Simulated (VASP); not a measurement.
# SnO2: band-structure run (part 2 of 3)

SnO2 (P4₂/mnm, 6 atoms in the cell); Kohn-Sham DFT of a periodic cell, PBE, spin-orbit coupling, VASP PAW PBE potentials, recommended, no spin polarisation (VASP 6.6.1); cutoff 520 eV, 4×4×6 k-mesh, Gaussian smearing of 0.02 eV. The structure derives from an entry of the Crystallography Open Database.

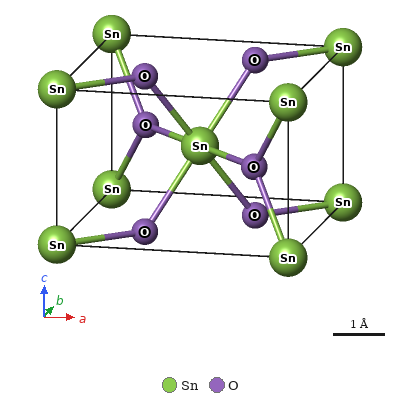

**Figure 1.** The structure (ball-and-stick view of the cell of the calculation, seen slightly off an axis).

## Parts of OUTCAR, continued
```
 k-point     4 :       0.2500    0.2500    0.0000
  band No.  band energies     occupation
      1     -14.9826      1.00000
      2     -14.9826      1.00000
      3     -14.6846      1.00000
      4     -14.6846      1.00000
      5     -14.4511      1.00000
      6     -14.4511      1.00000
      7     -14.4379      1.00000
      8     -14.4379      1.00000
      9     -13.7198      1.00000
     10     -13.7198      1.00000
     11     -13.6797      1.00000
     12     -13.6797      1.00000
     13     -13.4821      1.00000
     14     -13.4821      1.00000
     15     -13.4561      1.00000
     16     -13.4561      1.00000
     17     -13.2958      1.00000
     18     -13.2958      1.00000
     19     -13.2940      1.00000
     20     -13.2940      1.00000
     21     -12.3566      1.00000
     22     -12.3566      1.00000
     23     -11.0266      1.00000
     24     -11.0266      1.00000
     25     -10.9501      1.00000
     26     -10.9501      1.00000
     27      -9.5418      1.00000
     28      -9.5418      1.00000
     29      -1.0997      1.00000
     30      -1.0997      1.00000
     31       1.1318      1.00000
     32       1.1318      1.00000
     33       2.1149      1.00000
     34       2.1149      1.00000
     35       2.5897      1.00000
     36       2.5897      1.00000
     37       3.5272      1.00000
     38       3.5272      1.00000
     39       3.6228      1.00000
     40       3.6228      1.00000
     41       3.8430      1.00000
     42       3.8430      1.00000
     43       4.5274      1.00000
     44       4.5274      1.00000
     45       4.8745      1.00000
     46       4.8745      1.00000
     47       4.9560      1.00000
     48       4.9560      1.00000
     49       5.3100      1.00000
     50       5.3100      1.00000
     51       5.6610      1.00000
     52       5.6610      1.00000
     53       9.4842      0.00000
     54       9.4842      0.00000
     55      11.5675      0.00000
     56      11.5675      0.00000
     57      13.0731      0.00000
     58      13.0731      0.00000
     59      13.2157      0.00000
     60      13.2157      0.00000
     61      16.8003      0.00000
     62      16.8003      0.00000
     63      17.4371      0.00000
     64      17.4371      0.00000

 k-point     5 :       0.5000    0.2500    0.0000
  band No.  band energies     occupation
      1     -14.8508      1.00000
      2     -14.8508      1.00000
      3     -14.8508      1.00000
      4     -14.8508      1.00000
      5     -14.4490      1.00000
      6     -14.4490      1.00000
      7     -14.4490      1.00000
      8     -14.4490      1.00000
      9     -13.7105      1.00000
     10     -13.7105      1.00000
     11     -13.7105      1.00000
     12     -13.7105      1.00000
     13     -13.4711      1.00000
     14     -13.4711      1.00000
     15     -13.4711      1.00000
     16     -13.4711      1.00000
     17     -13.2941      1.00000
     18     -13.2941      1.00000
     19     -13.2941      1.00000
     20     -13.2941      1.00000
     21     -11.7462      1.00000
     22     -11.7462      1.00000
     23     -11.7462      1.00000
     24     -11.7462      1.00000
     25     -10.2255      1.00000
     26     -10.2255      1.00000
     27     -10.2255      1.00000
     28     -10.2255      1.00000
     29       0.0445      1.00000
     30       0.0445      1.00000
     31       0.0445      1.00000
     32       0.0445      1.00000
     33       2.7993      1.00000
     34       2.7993      1.00000
     35       2.7993      1.00000
     36       2.7993      1.00000
     37       3.0593      1.00000
     38       3.0593      1.00000
     39       3.0593      1.00000
     40       3.0593      1.00000
     41       4.1811      1.00000
     42       4.1811      1.00000
     43       4.1811      1.00000
     44       4.1811      1.00000
     45       4.8963      1.00000
     46       4.8963      1.00000
     47       4.8963      1.00000
     48       4.8963      1.00000
     49       5.3683      1.00000
     50       5.3683      1.00000
     51       5.3683      1.00000
     52       5.3683      1.00000
     53      10.7813      0.00000
     54      10.7813      0.00000
     55      10.7813      0.00000
     56      10.7813      0.00000
     57      13.4403      0.00000
     58      13.4403      0.00000
     59      13.4403      0.00000
     60      13.4403      0.00000
     61      17.0358      0.00000
     62      17.0358      0.00000
     63      17.0358      0.00000
     64      17.0358      0.00000

 [... the levels of 18 k-points are left out ...]

 k-point    24 :       0.5000    0.5000    0.5000
  band No.  band energies     occupation
      1     -14.9066      1.00000
      2     -14.9066      1.00000
      3     -14.9066      1.00000
      4     -14.9066      1.00000
      5     -14.5510      1.00000
      6     -14.5510      1.00000
      7     -14.5510      1.00000
      8     -14.5510      1.00000
      9     -13.7124      1.00000
     10     -13.7124      1.00000
     11     -13.7124      1.00000
     12     -13.7124      1.00000
     13     -13.5754      1.00000
     14     -13.5754      1.00000
     15     -13.5754      1.00000
     16     -13.5754      1.00000
     17     -13.2678      1.00000
     18     -13.2678      1.00000
     19     -13.2678      1.00000
     20     -13.2678      1.00000
     21     -10.9004      1.00000
     22     -10.9004      1.00000
     23     -10.9004      1.00000
     24     -10.9004      1.00000
     25      -9.4882      1.00000
     26      -9.4882      1.00000
     27      -9.4882      1.00000
     28      -9.4882      1.00000
     29      -1.8518      1.00000
     30      -1.8518      1.00000
     31      -1.8518      1.00000
     32      -1.8518      1.00000
     33       1.1117      1.00000
     34       1.1117      1.00000
     35       1.1117      1.00000
     36       1.1117      1.00000
     37       3.6008      1.00000
     38       3.6008      1.00000
     39       3.6008      1.00000
     40       3.6008      1.00000
     41       3.7236      1.00000
     42       3.7236      1.00000
     43       3.7236      1.00000
     44       3.7236      1.00000
     45       5.1684      1.00000
     46       5.1684      1.00000
     47       5.1684      1.00000
     48       5.1684      1.00000
     49       5.3050      1.00000
     50       5.3050      1.00000
     51       5.3050      1.00000
     52       5.3050      1.00000
     53      11.0640      0.00000
     54      11.0640      0.00000
     55      11.0640      0.00000
     56      11.0640      0.00000
     57      15.0097      0.00000
     58      15.0097      0.00000
     59      15.0097      0.00000
     60      15.0097      0.00000
     61      17.1391      0.00000
     62      17.1391      0.00000
     63      17.1391      0.00000
     64      17.1391      0.00000
 [bands above 64 left out]

------------------------ aborting loop because EDIFF is reached ----------------------------------------

  FORCE on cell =-STRESS in cart. coord.  units (eV):
  Direction    XX          YY          ZZ          XY          YZ          ZX
  --------------------------------------------------------------------------------------
  -------------------------------------------------------------------------------------
  Total        4.7513418      4.7513418      6.2144237     -0.0000000      0.0000000      0.0000000
  in kB      106.4198934    106.4198934    139.1897989     -0.0000000      0.0000000      0.0000000
  external PRESSURE =     117.3431952 kB  Pullay stress =       0.0000000 kB

 VOLUME and BASIS-vectors are now :
 -----------------------------------------------------------------------------
  energy-cutoff  :      520.00
  volume of cell :       71.53
      direct lattice vectors                 reciprocal lattice vectors
     4.738000000  0.000000000  0.000000000     0.211059519  0.000000000  0.000000000
     0.000000000  4.738000000  0.000000000     0.000000000  0.211059519  0.000000000
     0.000000000  0.000000000  3.186500000     0.000000000  0.000000000  0.313823945

 POSITION                                       TOTAL-FORCE (eV/Angst)
 -----------------------------------------------------------------------------------
      2.36900      2.36900      1.59325         0.000000     -0.000000      0.000000
      0.00000      0.00000      0.00000         0.000000     -0.000000      0.000000
      3.82404      0.91396      1.59325        -0.206932      0.206932     -0.000000
      3.28296      3.28296      0.00000         0.206932      0.206932      0.000000
      0.91396      3.82404      1.59325         0.206932     -0.206932      0.000000
      1.45504      1.45504      0.00000        -0.206932     -0.206932     -0.000000
 -----------------------------------------------------------------------------------
    total drift:                               -0.000000      0.000000      0.000000

  FREE ENERGIE OF THE ION-ELECTRON SYSTEM (eV)
  ---------------------------------------------------
  free  energy   TOTEN  =       -37.2320227532 eV

  energy  without entropy=      -37.2320227532  energy(sigma->0) =      -37.23202275

 Spin-Orbit-Coupling matrix elements

 Ion:    1  E_soc:     -0.0735452
 l=   1
     0.0000000    -0.0065964    -0.0064962
    -0.0065964     0.0000000    -0.0065964
    -0.0064962    -0.0065964     0.0000000
 l=   2
     0.0000000    -0.0011143     0.0000000    -0.0011143    -0.0045793
    -0.0011143     0.0000000    -0.0034184    -0.0011290    -0.0011549
     0.0000000    -0.0034184     0.0000000    -0.0034184     0.0000000
    -0.0011143    -0.0011290    -0.0034184     0.0000000    -0.0011549
    -0.0045793    -0.0011549     0.0000000    -0.0011549     0.0000000
 l=   3
     0.0000000     0.0000000     0.0000000     0.0000000     0.0000000     0.0000000     0.0000000
     0.0000000     0.0000000     0.0000000     0.0000000     0.0000000     0.0000000     0.0000000
     0.0000000     0.0000000     0.0000000     0.0000000     0.0000000     0.0000000     0.0000000
     0.0000000     0.0000000     0.0000000     0.0000000     0.0000000     0.0000000     0.0000000
     0.0000000     0.0000000     0.0000000     0.0000000     0.0000000     0.0000000     0.0000000
     0.0000000     0.0000000     0.0000000     0.0000000     0.0000000     0.0000000     0.0000000
     0.0000000     0.0000000     0.0000000     0.0000000     0.0000000     0.0000000     0.0000000

 Ion:    2  E_soc:     -0.0735452
 l=   1
     0.0000000    -0.0065964    -0.0064962
    -0.0065964     0.0000000    -0.0065964
    -0.0064962    -0.0065964     0.0000000
 l=   2
     0.0000000    -0.0011143     0.0000000    -0.0011143    -0.0045793
    -0.0011143     0.0000000    -0.0034184    -0.0011290    -0.0011549
     0.0000000    -0.0034184     0.0000000    -0.0034184     0.0000000
    -0.0011143    -0.0011290    -0.0034184     0.0000000    -0.0011549
    -0.0045793    -0.0011549     0.0000000    -0.0011549     0.0000000
 l=   3
     0.0000000     0.0000000     0.0000000     0.0000000     0.0000000     0.0000000     0.0000000
     0.0000000     0.0000000     0.0000000     0.0000000     0.0000000     0.0000000     0.0000000
     0.0000000     0.0000000     0.0000000     0.0000000     0.0000000     0.0000000     0.0000000
     0.0000000     0.0000000     0.0000000     0.0000000     0.0000000     0.0000000     0.0000000
     0.0000000     0.0000000     0.0000000     0.0000000     0.0000000     0.0000000     0.0000000
     0.0000000     0.0000000     0.0000000     0.0000000     0.0000000     0.0000000     0.0000000
     0.0000000     0.0000000     0.0000000     0.0000000     0.0000000     0.0000000     0.0000000

 Ion:    3  E_soc:     -0.0003504
 l=   1
     0.0000000    -0.0000574    -0.0000604
    -0.0000574     0.0000000    -0.0000574
    -0.0000604    -0.0000574     0.0000000
 l=   2
     0.0000000     0.0000000     0.0000000     0.0000000     0.0000000
     0.0000000     0.0000000     0.0000000     0.0000000     0.0000000
     0.0000000     0.0000000     0.0000000     0.0000000     0.0000000
     0.0000000     0.0000000     0.0000000     0.0000000     0.0000000
     0.0000000     0.0000000     0.0000000     0.0000000     0.0000000
 l=   3
     0.0000000     0.0000000     0.0000000     0.0000000     0.0000000     0.0000000     0.0000000
     0.0000000     0.0000000     0.0000000     0.0000000     0.0000000     0.0000000     0.0000000
     0.0000000     0.0000000     0.0000000     0.0000000     0.0000000     0.0000000     0.0000000
     0.0000000     0.0000000     0.0000000     0.0000000     0.0000000     0.0000000     0.0000000
     0.0000000     0.0000000     0.0000000     0.0000000     0.0000000     0.0000000     0.0000000
     0.0000000     0.0000000     0.0000000     0.0000000     0.0000000     0.0000000     0.0000000
     0.0000000     0.0000000     0.0000000     0.0000000     0.0000000     0.0000000     0.0000000

 Ion:    4  E_soc:     -0.0003504
 l=   1
     0.0000000    -0.0000574    -0.0000604
    -0.0000574     0.0000000    -0.0000574
    -0.0000604    -0.0000574     0.0000000
 l=   2
     0.0000000     0.0000000     0.0000000     0.0000000     0.0000000
     0.0000000     0.0000000     0.0000000     0.0000000     0.0000000
     0.0000000     0.0000000     0.0000000     0.0000000     0.0000000
     0.0000000     0.0000000     0.0000000     0.0000000     0.0000000
     0.0000000     0.0000000     0.0000000     0.0000000     0.0000000
 l=   3
     0.0000000     0.0000000     0.0000000     0.0000000     0.0000000     0.0000000     0.0000000
     0.0000000     0.0000000     0.0000000     0.0000000     0.0000000     0.0000000     0.0000000
     0.0000000     0.0000000     0.0000000     0.0000000     0.0000000     0.0000000     0.0000000
     0.0000000     0.0000000     0.0000000     0.0000000     0.0000000     0.0000000     0.0000000
     0.0000000     0.0000000     0.0000000     0.0000000     0.0000000     0.0000000     0.0000000
     0.0000000     0.0000000     0.0000000     0.0000000     0.0000000     0.0000000     0.0000000
     0.0000000     0.0000000     0.0000000     0.0000000     0.0000000     0.0000000     0.0000000

 Ion:    5  E_soc:     -0.0003504
 l=   1
     0.0000000    -0.0000574    -0.0000604
    -0.0000574     0.0000000    -0.0000574
    -0.0000604    -0.0000574     0.0000000
 l=   2
     0.0000000     0.0000000     0.0000000     0.0000000     0.0000000
     0.0000000     0.0000000     0.0000000     0.0000000     0.0000000
     0.0000000     0.0000000     0.0000000     0.0000000     0.0000000
     0.0000000     0.0000000     0.0000000     0.0000000     0.0000000
     0.0000000     0.0000000     0.0000000     0.0000000     0.0000000
 l=   3
     0.0000000     0.0000000     0.0000000     0.0000000     0.0000000     0.0000000     0.0000000
     0.0000000     0.0000000     0.0000000     0.0000000     0.0000000     0.0000000     0.0000000
     0.0000000     0.0000000     0.0000000     0.0000000     0.0000000     0.0000000     0.0000000
     0.0000000     0.0000000     0.0000000     0.0000000     0.0000000     0.0000000     0.0000000
     0.0000000     0.0000000     0.0000000     0.0000000     0.0000000     0.0000000     0.0000000
     0.0000000     0.0000000     0.0000000     0.0000000     0.0000000     0.0000000     0.0000000
     0.0000000     0.0000000     0.0000000     0.0000000     0.0000000     0.0000000     0.0000000

 Ion:    6  E_soc:     -0.0003504
 l=   1
     0.0000000    -0.0000574    -0.0000604
    -0.0000574     0.0000000    -0.0000574
    -0.0000604    -0.0000574     0.0000000
 l=   2
     0.0000000     0.0000000     0.0000000     0.0000000     0.0000000
     0.0000000     0.0000000     0.0000000     0.0000000     0.0000000
     0.0000000     0.0000000     0.0000000     0.0000000     0.0000000
     0.0000000     0.0000000     0.0000000     0.0000000     0.0000000
     0.0000000     0.0000000     0.0000000     0.0000000     0.0000000
 l=   3
     0.0000000     0.0000000     0.0000000     0.0000000     0.0000000     0.0000000     0.0000000
     0.0000000     0.0000000     0.0000000     0.0000000     0.0000000     0.0000000     0.0000000
     0.0000000     0.0000000     0.0000000     0.0000000     0.0000000     0.0000000     0.0000000
     0.0000000     0.0000000     0.0000000     0.0000000     0.0000000     0.0000000     0.0000000
     0.0000000     0.0000000     0.0000000     0.0000000     0.0000000     0.0000000     0.0000000
     0.0000000     0.0000000     0.0000000     0.0000000     0.0000000     0.0000000     0.0000000
     0.0000000     0.0000000     0.0000000     0.0000000     0.0000000     0.0000000     0.0000000

 total charge

# of ion       s       p       d       tot
------------------------------------------
    1        0.880   1.103  10.389  12.372
    2        0.880   1.103  10.389  12.372
    3        1.561   3.520   0.000   5.081
    4        1.561   3.520   0.000   5.081
    5        1.561   3.520   0.000   5.081
    6        1.561   3.520   0.000   5.081
--------------------------------------------------
tot          8.003  16.286  20.777  45.066

 magnetization (x)

# of ion       s       p       d       tot
------------------------------------------
    1        0.000   0.000   0.000   0.000
    2        0.000   0.000   0.000   0.000
    3        0.000   0.000   0.000   0.000
    4        0.000   0.000   0.000   0.000
    5        0.000   0.000   0.000   0.000
    6        0.000   0.000   0.000   0.000
--------------------------------------------------
tot          0.000   0.000   0.000   0.000

 magnetization (y)

# of ion       s       p       d       tot
------------------------------------------
    1        0.000   0.000   0.000   0.000
    2        0.000   0.000   0.000   0.000
    3        0.000   0.000   0.000   0.000
    4        0.000   0.000   0.000   0.000
    5        0.000   0.000   0.000   0.000
    6        0.000   0.000   0.000   0.000
--------------------------------------------------
tot          0.000   0.000   0.000   0.000

 magnetization (z)

# of ion       s       p       d       tot
------------------------------------------
    1       -0.000   0.000   0.000  -0.000
    2        0.000   0.000   0.000   0.000
    3        0.000   0.000   0.000   0.000
    4        0.000   0.000   0.000   0.000
    5        0.000   0.000   0.000   0.000
    6        0.000   0.000   0.000   0.000
--------------------------------------------------
tot          0.000   0.000   0.000   0.000
```

## CONTCAR
```
SnO2
   1.00000000000000
     4.7380000000000004    0.0000000000000000    0.0000000000000000
     0.0000000000000000    4.7380000000000004    0.0000000000000000
     0.0000000000000000    0.0000000000000000    3.1865000000000001
  Sn              O
     2     4
Direct
     0.5000000000000000    0.5000000000000000    0.5000000000000000
     0.0000000000000000    0.0000000000000000    0.0000000000000000
     0.8070999999999984    0.1929000000000016    0.5000000000000000
     0.6929000000000016    0.6929000000000016    0.0000000000000000
     0.1929000000000016    0.8070999999999984    0.5000000000000000
     0.3070999999999984    0.3070999999999984    0.0000000000000000

  0.00000000E+00  0.00000000E+00  0.00000000E+00
  0.00000000E+00  0.00000000E+00  0.00000000E+00
  0.00000000E+00  0.00000000E+00  0.00000000E+00
  0.00000000E+00  0.00000000E+00  0.00000000E+00
  0.00000000E+00  0.00000000E+00  0.00000000E+00
  0.00000000E+00  0.00000000E+00  0.00000000E+00
```

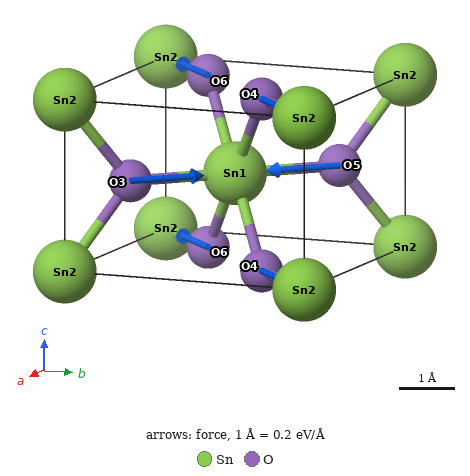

**Figure 2.** Forces on the atoms as blue arrows (ball-and-stick view of the cell of the calculation, seen slightly off an axis; atoms are numbered from 1 in the order of the input). The largest act on all 4 O atoms (0.29 eV/Å). The geometry is not a stationary point of this energy.

This output came from the following input.

## INCAR
```
SYSTEM = SnO2
ALGO = Normal
EDIFF = 1E-6
ENCUT = 520
GGA = PE
GGA_COMPAT = .False.
ISIF = 2
ISMEAR = 0
KPAR = 4
LASPH = .True.
LCHARG = .False.
LORBIT = 11
LREAL = .False.
LSORBIT = .True.
LWAVE = .False.
MAGMOM = 0 0 0 0 0 0 0 0 0 0 0 0 0 0 0 0 0 0
NBANDS = 68
NELM = 100
PREC = Accurate
SIGMA = 0.02
```

## KPOINTS
```
k-points
0
Gamma
  4 4 6
  0 0 0
```
